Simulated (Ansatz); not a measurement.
System: Sc, space group Im-3m (No. 229) (one of a set of cubic test structures, which need not be the stable phase).

Computed with Ansatz 0.2.0 development build: equation of state of a cubic crystal from periodic Kohn-Sham density functional theory without spin, third-order Birch-Murnaghan fit to the free energies; pressure corrected for the finite basis. Level: PBE.

structure type bcc; atoms in cell 1; space group number 229; lattice centring body-centred primitive; k mesh 42×42×42; occupation method Fermi–Dirac; occupation width 0.06123 eV; wave cutoff 420 eV; datasets soft-1 PAW; density tolerance 1e−07 eV; bands 10; density cutoff ratio 4; search for lower states default.

What does the calculation give for the energy above the lowest point against volume? The volume takes the values 23.39, 23.89, 24.39, 24.88, 25.38, 25.88, 26.38 Å³/atom.

A third-order Birch–Murnaghan fit gives V0 = 24.88 Å³/atom, B0 = 53 GPa and B′ = 3.3. The energy above the lowest point is 16.2 meV/atom at volume 23.39 Å³/atom and 13.6 meV/atom at 26.38 Å³/atom; the lowest computed point is at volume 24.88 Å³/atom (0.0 meV/atom), in a single well.

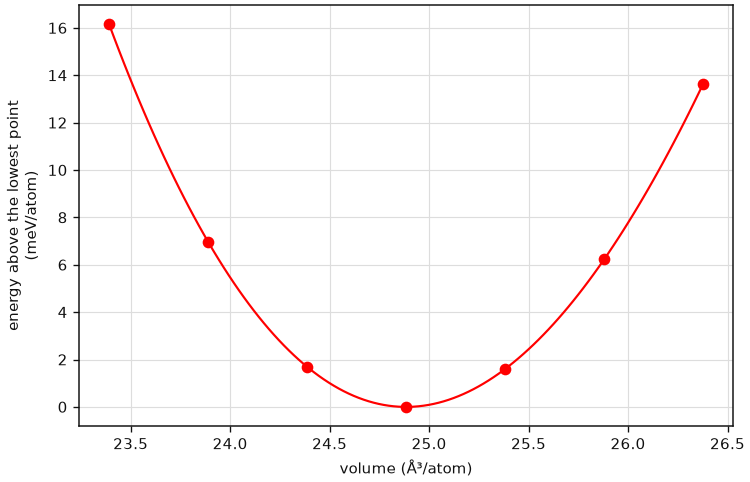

Note: cubic model structure, not the ambient form; no spin polarisation, a magnetic state may lie lower.
